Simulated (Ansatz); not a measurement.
## Run report: Ta$_{8}$N$_{9}$, single-point calculation (part 1 of 2)

Ta$_{8}$N$_{9}$ (slab, 34 atoms in the cell), computed with DFT PBE+D3(BJ), scalar-relativistic, plane waves, PAW, no spin polarisation (Ansatz 0.2.0).

The structure derives from an entry of the Crystallography Open Database. It belongs to a series of runs on one base structure; here: the whole at its places in the relaxed adsorbed structure. Figures and captions count atoms from 1; the log counts them from 0 in places.

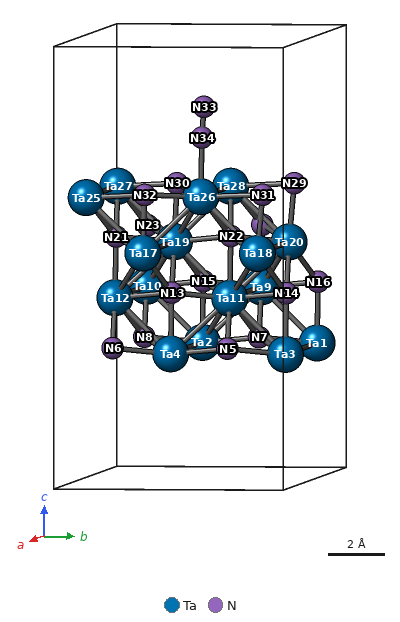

Figure 1. The input geometry (ball-and-stick view of the cell of the calculation, with the vacuum cut short, seen slightly off an axis; atoms are numbered from 1 in the order of the input). An atom can appear more than once, as a periodic image.

### Input
```yaml
crystal:
  lattice:
    - [5.8570264689, 0.0, 0.0]
    - [-2.9285132344, 7.676225948, 0.0]
    - [0.0, 0.0, 24.028017262]
  atoms:
    - { symbol: Ta, position: [0.2159659585, 0.9319319171, 0.3329446584] }
    - { symbol: Ta, position: [0.2159659586, 0.4319319171, 0.3329446584] }
    - { symbol: Ta, position: [0.7159659585, 0.9319319171, 0.3329446584] }
    - { symbol: Ta, position: [0.7159659586, 0.4319319171, 0.3329446584] }
    - { symbol: "N", position: [0.8591591502, 0.7183183005, 0.3461485805] }
    - { symbol: "N", position: [0.8591591502, 0.2183183005, 0.3461485805] }
    - { symbol: "N", position: [0.3591591502, 0.7183183005, 0.3461485805] }
    - { symbol: "N", position: [0.3591591502, 0.2183183005, 0.3461485805] }
    - { symbol: Ta, position: [0.0751251087, 0.6502502175, 0.4121681906] }
    - { symbol: Ta, position: [0.0751251087, 0.1502502175, 0.4121681906] }
    - { symbol: Ta, position: [0.5751251087, 0.6502502175, 0.4121681906] }
    - { symbol: Ta, position: [0.5751251088, 0.1502502175, 0.4121681906] }
    - { symbol: "N", position: [0.7183183005, 0.436636601, 0.4253721127] }
    - { symbol: "N", position: [0.7183183005, 0.936636601, 0.4253721127] }
    - { symbol: "N", position: [0.2183183005, 0.436636601, 0.4253721127] }
    - { symbol: "N", position: [0.2183183005, 0.936636601, 0.4253721127] }
    - { symbol: Ta, position: [0.9351078908, 0.3711599559, 0.4921828239] }
    - { symbol: Ta, position: [0.9351756912, 0.8701803601, 0.4925027525] }
    - { symbol: Ta, position: [0.4360862775, 0.371060934, 0.492150262] }
    - { symbol: Ta, position: [0.4353367837, 0.8702971091, 0.4926568418] }
    - { symbol: "N", position: [0.5779878875, 0.1557789405, 0.5044739132] }
    - { symbol: "N", position: [0.5766415949, 0.6553359555, 0.5060254154] }
    - { symbol: "N", position: [0.0776531733, 0.1551348179, 0.5042606271] }
    - { symbol: "N", position: [0.0790030468, 0.6553788312, 0.5060155799] }
    - { symbol: Ta, position: [0.7921033289, 0.0844271557, 0.5704502377] }
    - { symbol: Ta, position: [0.7920898661, 0.5842502778, 0.572673505] }
    - { symbol: Ta, position: [0.2922772099, 0.0842788785, 0.5704004529] }
    - { symbol: Ta, position: [0.2876399599, 0.5754397048, 0.5710535595] }
    - { symbol: "N", position: [0.448303884, 0.8964272262, 0.581733433] }
    - { symbol: "N", position: [0.436116746, 0.381629441, 0.5802820464] }
    - { symbol: "N", position: [0.9481469434, 0.896525253, 0.5814403918] }
    - { symbol: "N", position: [0.9455886449, 0.3816117673, 0.5802422674] }
    - { symbol: "N", position: [-0.1985743315, 0.5999399827, 0.708475591] }
    - { symbol: "N", position: [-0.203787514, 0.5900695523, 0.6618693554] }
basis:
  ecutwfc: 420
kpoints:
  mp_grid: { grid: [4, 3, 1] }
hamiltonian:
  xc: pbe
  dispersion: d3bj
scf:
  occupations: { method: gaussian, width: 0.1 }
output:
  forces: true
  eigenvalues: true
  write_density: true
  volumetric_format: npy
efield:
  axis: 3
  dipole_correction: true
  ramp_width: 0.04
```

Launch command:
```bash
ansatz run input.yaml --threads 4 --pin off --max-ram 10240MiB --backend cpu --events-out ev --progress --plain --runs-dir out
```

### What the program printed
```
Engine: ansatz 0.2.0, aarch64-unknown-linux-gnu
Pseudopotentials: kind: paw
Pseudopotential: Ta, paw, valence charge 13, recommended cutoff 420 eV (normal), Ta.paw.azcp
Pseudopotential: N, paw, valence charge 5, recommended cutoff 420 eV (normal), N.paw.azcp
Functional definition: PBE
  parameter kappa = 0.804
  parameter beta = 0.06672455060314922
  exchange = pbe_x(kappa = kappa, mu = beta*pi^2/3)
  correlation = pbe_c(beta = beta)
Crystal: 34 atoms, lattice volume = 1080.296 Å³
Basis set: ecut = 420 eV, 21189 PW (Γ), exchange–correlation on 80×120×324 points (8 copies of the dense FFT grid, shifted against one another)
Bands: 183, of which v1, the nominal top of the filled ones, is band 149 counted from 1 (148 counted from 0)
Symmetry: 1 space group operations
Space group: P1 (ITA 1), of the structure as read, at distance tolerance 1.0e-4 Å
k-points: 7 of 12 (time reversal used)
Non-local potential: Ta, projectors of the file, l = 0: 3, l = 1: 2, l = 2: 2, l = 3: 1
Non-local potential: N, projectors of the file, l = 0: 2, l = 1: 2, l = 2: 1
PAW form: soft (Blöchl's): semilocal exchange-correlation on the pseudo side does not see the compensation charge
PAW one-centre angular grid: Ta, 590 points (default); XC on 64 Gauss nodes
PAW one-centre angular grid: N, 110 points (default); XC on 64 Gauss nodes
Initial density: superposition of atomic densities (neutral atoms: chi_scale 0, normalization atom), corrected by the library's trained network
Initial wavefunctions: pseudopotential atomic-orbital guess
Functional: x = pbe(κ = 0.804, μ = 0.2195149727645171), c = pbe(β = 0.06672455060314922)
SCF iter   1: F=—  HF=-165859.102771 eV  |F-HF|=—  |Δ(HF+E_count)|=         —  Δρ=8.51e-3  dr2=6.62e0  ethr=1.77e-3  p=-0.297 e·Å  D=-4.97e-2 V/Å  ΔV_dip=1.19 eV  dr2_dipole=4.00e0  V_vac-E_F(+/−)=4.97/3.78 eV  ⟨swp⟩=8.9  Hψ=6789  notcnv=0  defer=26
efield: sawtooth ramp at fractional position 0.0007 (placed from the atoms, in the widest stretch of the axis that holds none; the zero of the levels goes with the place), width 0.0400; the density the first Hamiltonian is built on has a dipole p = -0.297 e·Å; the dipole correction subtracts the counter field D = -4.97e-2 V/Å, which shifts the + side's vacuum level by +1.19 eV against the − side's; the planar-averaged density in the ramp window peaks in size at 5.2e-5 e/Å³
preconditioner: auto → LDOS  [metal: Δε(μ)=0.002 eV  Ē_g=8.645 eV  σ=0.100 eV  W_gap=0.01  n_scr=178 (ndim 8)  ℏωp=14.6 eV  f_vac=0.582  D(μ)=17.35/eV (n_scr^D=88)  β→1.0]
SCF iter   2: F=—  HF=-165858.815613 eV  |F-HF|=—  |Δ(HF+E_count)|=   2.87e-1  Δρ=6.49e-3  dr2=2.08e0  ethr=1.77e-3  p=0.046 e·Å  D=7.68e-3 V/Å  ΔV_dip=-0.18 eV  dr2_dipole=8.28e-1  V_vac-E_F(+/−)=4.02/4.21 eV  ⟨swp⟩=3.0  Hψ=2178  notcnv=0  defer=170
SCF iter   3: F=—  HF=-165858.748135 eV  |F-HF|=—  |Δ(HF+E_count)|=   6.75e-2  Δρ=2.15e-3  dr2=3.60e-1  ethr=6.98e-4  p=-0.047 e·Å  D=-7.81e-3 V/Å  ΔV_dip=0.19 eV  dr2_dipole=2.40e-1  V_vac-E_F(+/−)=4.27/4.08 eV  ⟨swp⟩=2.3  Hψ=2035  notcnv=0  defer=168
SCF iter   4: F=—  HF=-165858.732598 eV  |F-HF|=—  |Δ(HF+E_count)|=   1.55e-2  Δρ=8.87e-4  dr2=3.02e-2  ethr=1.21e-4  p=0.006 e·Å  D=1.07e-3 V/Å  ΔV_dip=-0.03 eV  dr2_dipole=1.29e-2  V_vac-E_F(+/−)=4.12/4.15 eV  ⟨swp⟩=1.9  Hψ=1610  notcnv=0  defer=168
SCF iter   5: F=—  HF=-165858.732701 eV  |F-HF|=—  |Δ(HF+E_count)|=   1.03e-4  Δρ=5.31e-4  dr2=1.02e-2  ethr=1.01e-5  p=0.030 e·Å  D=4.99e-3 V/Å  ΔV_dip=-0.12 eV  dr2_dipole=1.54e-3  V_vac-E_F(+/−)=4.06/4.18 eV  ⟨swp⟩=2.4  Hψ=2090  notcnv=0  defer=168
SCF iter   6: F=—  HF=-165858.732485 eV  |F-HF|=—  |Δ(HF+E_count)|=   2.15e-4  Δρ=2.69e-4  dr2=2.22e-3  ethr=3.43e-6  p=0.033 e·Å  D=5.61e-3 V/Å  ΔV_dip=-0.13 eV  dr2_dipole=3.92e-4  V_vac-E_F(+/−)=4.05/4.19 eV  ⟨swp⟩=2.0  Hψ=1691  notcnv=0  defer=168
SCF iter   7: F=—  HF=-165858.732562 eV  |F-HF|=—  |Δ(HF+E_count)|=   7.66e-5  Δρ=8.13e-5  dr2=1.67e-4  ethr=7.46e-7  p=0.035 e·Å  D=5.82e-3 V/Å  ΔV_dip=-0.14 eV  dr2_dipole=2.27e-5  V_vac-E_F(+/−)=4.05/4.19 eV  ⟨swp⟩=2.0  Hψ=1659  notcnv=0  defer=168
SCF iter   8: F=—  HF=-165858.732597 eV  |F-HF|=—  |Δ(HF+E_count)|=   3.51e-5  Δρ=4.25e-5  dr2=2.94e-5  ethr=5.59e-8  p=0.035 e·Å  D=5.86e-3 V/Å  ΔV_dip=-0.14 eV  dr2_dipole=1.72e-7  V_vac-E_F(+/−)=4.05/4.19 eV  ⟨swp⟩=2.9  Hψ=2060  notcnv=0  defer=168
SCF iter   9: F=—  HF=-165858.732305 eV  |F-HF|=—  |Δ(HF+E_count)|=   2.93e-4  Δρ=1.59e-5  dr2=4.70e-6  ethr=9.87e-9  p=0.035 e·Å  D=5.89e-3 V/Å  ΔV_dip=-0.14 eV  dr2_dipole=4.92e-7  V_vac-E_F(+/−)=4.05/4.19 eV  ⟨swp⟩=2.1  Hψ=2016  notcnv=0  defer=168
SCF iter  10: F=—  HF=-165858.732308 eV  |F-HF|=—  |Δ(HF+E_count)|=   2.91e-6  Δρ=5.36e-6  dr2=7.85e-7  ethr=1.58e-9  p=0.035 e·Å  D=5.93e-3 V/Å  ΔV_dip=-0.14 eV  dr2_dipole=1.44e-7  V_vac-E_F(+/−)=4.05/4.20 eV  ⟨swp⟩=3.0  Hψ=1731  notcnv=0  defer=168
SCF iter  11: F=—  HF=-165858.732308 eV  |F-HF|=—  |Δ(HF+E_count)|=   8.53e-7  Δρ=2.88e-6  dr2=1.78e-7  ethr=2.63e-10  p=0.035 e·Å  D=5.92e-3 V/Å  ΔV_dip=-0.14 eV  dr2_dipole=6.58e-9  V_vac-E_F(+/−)=4.05/4.20 eV  ⟨swp⟩=2.1  Hψ=1654  notcnv=0  defer=168
SCF iter  12: F=-165858.732309 eV  HF=-165858.732309 eV  |F-HF|=9.94e-8  |Δ(HF+E_count)|=   3.21e-7  Δρ=1.44e-6  dr2=4.34e-8  ethr=3.36e-11  p=0.035 e·Å  D=5.93e-3 V/Å  ΔV_dip=-0.14 eV  dr2_dipole=1.67e-9  V_vac-E_F(+/−)=4.05/4.20 eV  ⟨swp⟩=21.7  Hψ=7110  notcnv=0
SCF 1 converged in 12 iterations: F = -165858.732309 eV  dr2 = 4.34e-8
  greatest PAW one-centre occupation: 0.999 electrons in one spin orbital (limit 2), on the Ta atom at site 16 (counted from 0), in its partial waves of l = 0
```

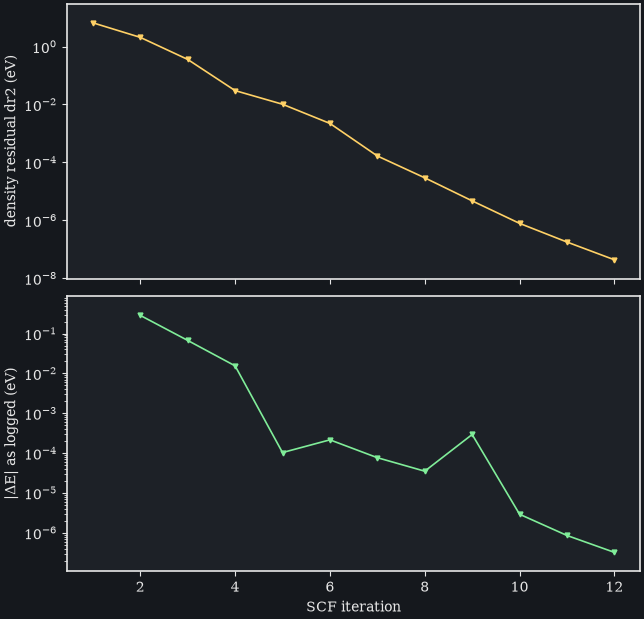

Figure 2. Convergence of the self-consistent field: density residual dr2 and size of the energy change against the SCF iteration. The residual falls at every step.

```
SCF converged after 12 iterations
Free energy (F): -165858.732309 eV
Harris-Foulkes:  -165858.732309 eV  (|F-HF|=9.94e-8)
Internal energy: -165858.623190 eV  (E = F + TS)
E sigma→0 (E₀):  -165858.677749 eV
Entropy (-TS):   -0.109119 eV (-3.209 meV/atom)
Fermi energy:    3.905968 eV
Dipole field:    D = 0.005950 V/Å  (p = 0.035525 e·Å, saw-weighted, corrected)
Work function:   Φ+ = 4.0524 eV   Φ− = 4.1953 eV
Levels:          The Fermi level and band energies are counted from a zero that moves with the ramp; work functions are not
--- Per-component energies (eV) ---
  E_band       = -5514.141614
  E_kinetic    = 8195.868372
  E_local      = -327270.282377  (includes V_loc(G=0)·N_el)
  E_nonlocal   = 1052.782242
  E_hartree    = 159646.029933
  E_xc         = -4572.322918
  E_vxc        = -4633.517188  (∫ρ·V_xc dr)
  E_paw        = -136636.690672  (= ΣΔE_a)
  E_vpaw       = -2153.421833  (= ΣTr[D̂ρ^β])
  E_aug_tail   = 0.003655  (compensation charges beyond the density's cutoff)
  E_efield     = 0.000106  (sawtooth field / dipole correction)
  E_vefield    = 2.447749  (∫n·V_field dr)
  E_ewald      = 133736.524266
  E_disp       = -10.535796  (pairwise vdW)
  E_smearing   = -0.109119  (= −TS)
  E_closure    = 0.000000  (closes the sum)
  Σ components = -165858.732309   (vs F -165858.732309, Δ=0.00e0)
--- Forces (eV/Å), atoms counted from 1 ---
  atom   1  Ta    -0.00100493     0.25956889     0.30191725
  atom   2  Ta     0.00122001     0.24407879     0.31936120
  atom   3  Ta     0.00463375     0.25985126     0.30029995
  atom   4  Ta     0.00539232     0.24979969     0.32470313
  atom   5  N      0.00332292    -0.52546241     0.49363159
  atom   6  N     -0.00103935    -0.49085231     0.44612782
  atom   7  N     -0.00120341    -0.52133051     0.46567008
  atom   8  N     -0.00259175    -0.49282602     0.44701760
  atom   9  Ta    -0.05041976     0.20238748    -0.30727155
  atom  10  Ta    -0.00200911     0.16528830    -0.40535141
  atom  11  Ta     0.04891271     0.20439253    -0.30602681
  atom  12  Ta     0.00370425     0.12799398    -0.40664871
  atom  13  N     -0.00489431     0.15861130    -0.46152603
  atom  14  N     -0.00317567     0.03285938    -0.36829316
  atom  15  N     -0.00305190     0.08178349    -0.47340724
  atom  16  N      0.00192677     0.03313588    -0.37104518
  atom  17  Ta     0.00049689     0.00220470     0.00119794
  atom  18  Ta     0.00036434     0.00389287     0.00106933
  atom  19  Ta     0.00242810     0.00790800     0.01567847
  atom  20  Ta    -0.00151130    -0.00261367     0.00050230
  atom  21  N     -0.00004175     0.00299435     0.00141939
  atom  22  N      0.00018386     0.00084476    -0.00348792
  atom  23  N      0.00078429    -0.00261012    -0.00306165
  atom  24  N      0.00050553     0.00067968    -0.00329013
  atom  25  Ta    -0.00066835     0.00285961    -0.00290197
  atom  26  Ta    -0.00108123     0.00575572     0.00307027
  atom  27  Ta    -0.00030870    -0.00231532     0.00055327
  atom  28  Ta     0.00548290    -0.00856492    -0.01113226
  atom  29  N      0.00036822     0.00162378    -0.00056679
  atom  30  N     -0.00462617    -0.00087812     0.00126053
  atom  31  N      0.00074403    -0.00070171    -0.00257292
  atom  32  N      0.00061888     0.00046130     0.00624887
  atom  33  N      0.00151116     0.00047417    -0.01006358
  atom  34  N     -0.00497417    -0.00126092     0.00688661
  max |Σ_I F_I| component: 3.39e-5 eV/Å
--- Band table (eV; the first three rows and the last of 7) ---
```
